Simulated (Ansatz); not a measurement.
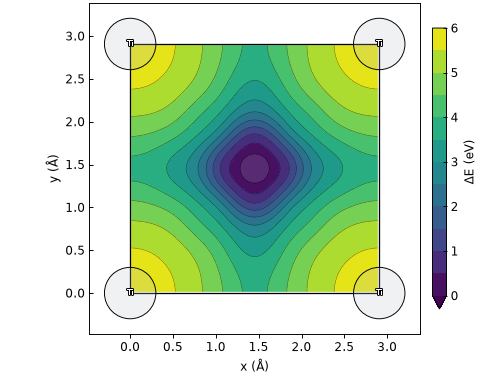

Energy landscape of C on a Ti(100) slab cut from the Fm-3m phase, its upper half relaxed before the scan (3 atoms of substrate and one adsorbate in a 1 × 1 cell). 
- C is moved over the surface cell; relaxed at each place: the height of the adsorbate's atoms; substrate rigid; the origin of the map has the adsorbate above Ti3.
- Places are given modulo a cell vector. The map is drawn in real space over the plane of the surface.
- The scan uses a 6 × 6 grid; 10 points were computed and 26 follow by symmetry.
- Energies: eV, counted from the lowest grid point.
- With one adsorbate in each 1 × 1 cell, its nearest image is 2.9 Å away, so neighbouring adsorbates interact.
- Method: DFT PBE, scalar-relativistic, plane waves, PAW (Ansatz 0.2.0). Settings: cutoff 420 eV, k-mesh 9×9×1, gaussian smearing 0.1 eV, no spin polarisation.

Drawn: filled contours, labelled circles for the atoms of the top layer and small ones for the second layer, the outline of one cell of the plane. Between grid points the surface is interpolated. 

> Describe this landscape.

The lowest grid point is at a fourfold hollow over a second-layer Ti atom, (3/6, 3/6) of the cell vectors. No other kind of well shows on this grid. The highest grid point, the top site over a surface Ti atom, (0/6, 0/6) of the cell vectors, lies 5.79 eV above the lowest. On the interpolated surface the easiest way out of the lowest well to its copy in the next cell or period passes a barrier of about 3.9 eV. At the lowest point the adsorbate has 5 Ti at 2.07 Å as nearest neighbours, at the highest 1 Ti at 1.94 Å. Its relaxed height above the top atom is 0.20 Å at the lowest and 1.94 Å at the highest point.

The whole map (10 points run) took 11 min on 1 thread of Arm Neoverse V1, with other jobs on the host.

PAW datasets: the set soft_1.
